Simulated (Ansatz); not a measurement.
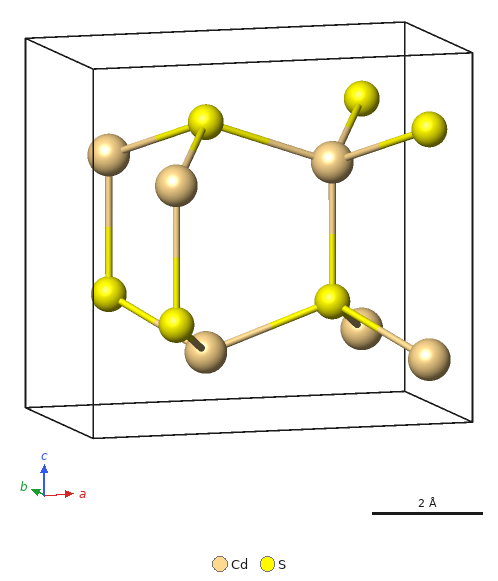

Lattice vibrations of crystalline CdS (a generated structure), space group Cm (No. 8), at the zone centre. The picture is a ball-and-stick view of the conventional cell (2 times the calculation's cell), seen slightly off an axis. Lengths and directions refer to the drawn axes.

The calculation used Ansatz 0.2.0, DFT PBE, scalar-relativistic, plane waves, PAW.

Input file:
```yaml
crystal:
  lattice:
    - [3.6340600742, -2.0985050061, 0.0147225496]
    - [3.6340600742, 2.0985050061, 0.0147225496]
    - [-0.0303798005, 0.0, 6.8279347988]
  atoms:
    - { symbol: Cd, position: [0.2194734571, 0.2194734571, 0.6743263351] }
    - { symbol: Cd, position: [0.8862648885, 0.8862648885, 0.1743263671] }
    - { symbol: S, position: [0.8861677028, 0.8861677028, 0.7977005194] }
    - { symbol: S, position: [0.2196590633, 0.2196590633, 0.2976998085] }
basis:
  ecutwfc: 420
kpoints:
  mp_grid: { grid: [8, 8, 4] }
hamiltonian:
  xc: pbe
scf:
  occupations: { method: fixed }
output:
  eigenvalues: true
phonons:
  method: dfpt
  dielectric: true
  rigid_motions: translations
  eigenvectors: true
  qmesh: [2, 2, 1]
  temperatures: { t_max: 1000, t_step: 100 }
  qpath:
    path:
      - [[0.0, 0.0, 0.0], [-0.33336212, 0.33336212, 0.0]]
      - [[-0.66663788, -0.33336212, 0.0], [-0.5, -0.5, 0.0], [0.0, 0.0, 0.0], [-0.5, -0.5, 0.5], [-0.6666732, -0.3333268, 0.5]]
      - [[-0.3333268, 0.3333268, 0.5], [0.0, 0.0, 0.5], [0.0, 0.0, 0.0]]
      - [[-0.5, 0.0, 0.5], [0.0, 0.0, 0.0], [-0.5, 0.0, 0.0]]
    npoints: 8
```

Run as
```bash
ansatz run input.yaml --threads 1 --pin off --max-ram 2560MiB --backend cpu --events-out ev --progress --plain --runs-dir out
```

Frequencies are those without the non-analytic (LO–TO) term.

### List the optical modes.

The calculation's cell holds 4 atoms, so there are 9 optical modes, in 6 levels. No level is unstable.

```
level           symmetry  frequency (cm⁻¹)                    activity
    1  doubly degenerate                43                not assigned
    2                 A′               129  infrared- and Raman-active
    3                 A′               212  infrared- and Raman-active
    4  doubly degenerate               219                not assigned
    5  doubly degenerate               231                not assigned
    6                 A′               280  infrared- and Raman-active
```

The displacement patterns (one member of each degenerate set):

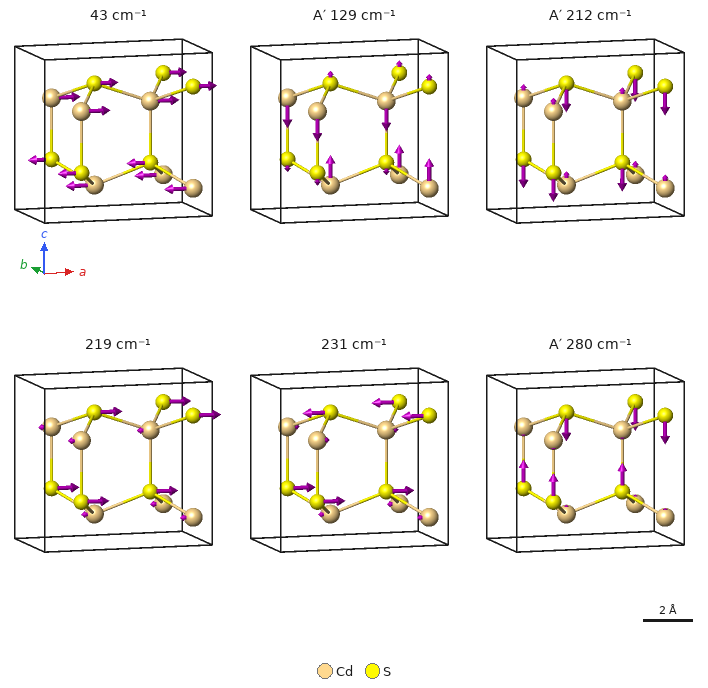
